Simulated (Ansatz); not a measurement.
System: Mn₃Sb.

Space group Pm-3m; spin-polarised. Net moment 10.7 μB in the 4-atom cell of the calculation; other magnetic orders weren't tried. r2SCAN tends to overestimate the moments of metals. Another magnetic order may lie lower.

```cif
data_structure
_symmetry_space_group_name_H-M 'P 1'
_symmetry_Int_Tables_number 1
_cell_length_a 4.0017
_cell_length_b 4.0017
_cell_length_c 4.0017
_cell_angle_alpha 90.000
_cell_angle_beta 90.000
_cell_angle_gamma 90.000
_cell_volume 64.08
loop_
_atom_site_label
_atom_site_type_symbol
_atom_site_fract_x
_atom_site_fract_y
_atom_site_fract_z
_atom_site_occupancy
Mn1 Mn 0.00000 0.50000 0.50000 1
Mn2 Mn 0.50000 0.00000 0.50000 1
Mn3 Mn 0.50000 0.50000 0.00000 1
Sb1 Sb 0.00000 0.00000 0.00000 1
```

These are results of DFT r2SCAN, scalar-relativistic, plane waves, PAW in Ansatz, not measurements.

What will a map of ρ − Σ ρ(atoms) show?

Answer. Mn–Mn (2.83 Å): Δρ is +0.007 e/Å³ at the midpoint.
Mn–Sb (2.83 Å): Δρ is +0.009 e/Å³ at the midpoint.
Over the whole cell, outside the masked cores, the largest gain, 0.03 e/Å³, lies 1.6 Å from an antimony nucleus and 1.8 Å from a manganese one, and the largest loss lies at the edge of the masked core of Sb.
The rearranged charge, half the integral of |Δρ|, is about 0.15 e an atom.
Bader charges: Mn +0.29 and Sb −0.86 e.

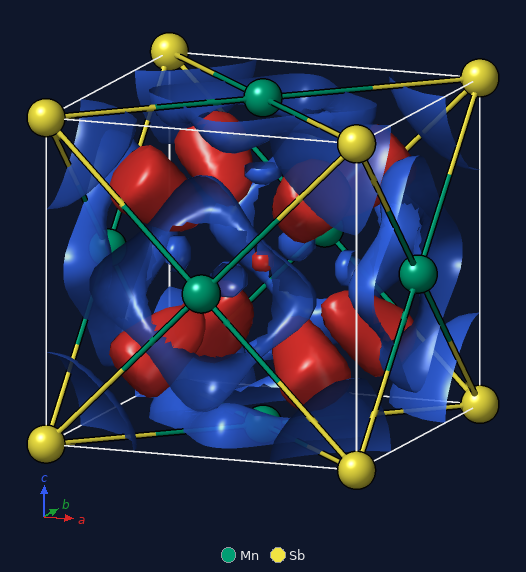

Computed deformation density: red surfaces at +0.02 and blue ones at −0.02 e/Å³, in the conventional cell seen slightly off an axis (the regions close to the nuclei are left out).

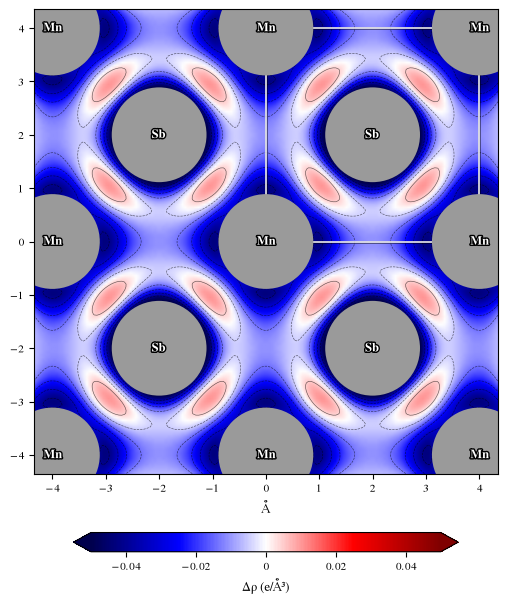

Computed deformation density: a map on the (010) plane of the conventional cell, with grey discs over the atomic cores.

Cores are masked to 0.9 Å (Mn) and 0.9 Å (Sb).

Core electrons are frozen (PAW), so the fields are smoothed inside the atomic spheres.

Caution: this solution isn't shown to be the electronic ground state.

Cost of the run: 51 s on 2 threads of Intel(R) Xeon(R) Processor @ 2.70GHz, on a shared host, peak memory 0.66 GiB.
